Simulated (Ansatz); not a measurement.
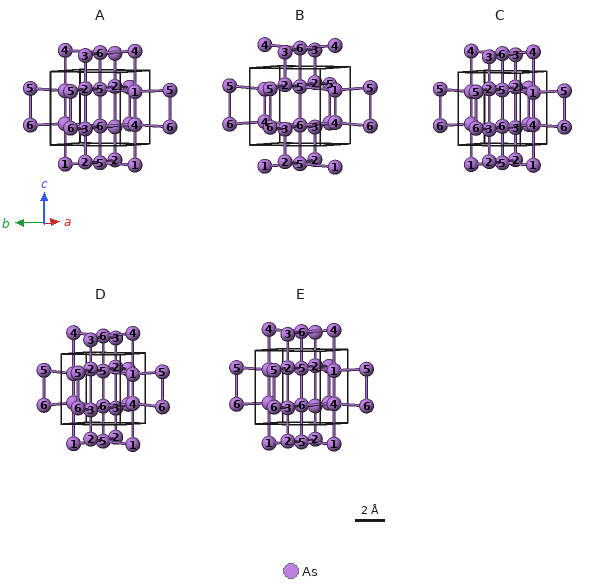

5 geometries from one relaxation of a crystal of As (a generated structure, set up in P4_2/mmc) (coarse preliminary run), in shuffled order. A ball-and-stick model of the cell of the calculation, seen from a free direction.

All numbers below come from DFT PBE, scalar-relativistic, plane waves, PAW (Ansatz). Settings: plane-wave cutoff 420 eV; k-point mesh 4 × 4 × 4; occupations gaussian; smearing width 0.1 eV; no spin polarisation; cell and atoms relaxed; force threshold 0.04 eV/Å; at most 70 steps.

Order the frames from highest to lowest energy.

Answer. D, C, E, A, B. They are steps 0, 1, 2, 4, 10, at +6.930 eV per cell of the calculation, +2.541 eV per cell of the calculation, +0.892 eV per cell of the calculation, +0.231 eV per cell of the calculation relative to the last. The largest moves relative to the cell, 0.018 Å, are those of As1, As2, As3 and As4. As3 goes along +c. The drawn cell changes as follows: a = b 4.561 → 5.417 Å (+18.8 %), c 4.972 → 5.465 Å (+9.9 %); the volume changes by +55.0 %. Among the contacts that change: As1–As2 3.253 → 3.854 Å, As1–As6 3.220 → 3.697 Å, As1–As5 2.290 → 2.717 Å, As1–As4 2.911 → 3.164 Å. The space group stays P4_2/mmc (No. 131). Over 8 accepted moves (10 points after the start) the energy falls by 6.930 eV per cell of the calculation. Largest force component: 5.3 eV/Å at the start, 0.018 eV/Å at the end. Pressure: 56.82 GPa at the start and −0.08 GPa at the end. At 2 points the geometry stayed and the basis and grid were re-selected for the new cell (energy shift of 0.140 eV per cell of the calculation at most each time).
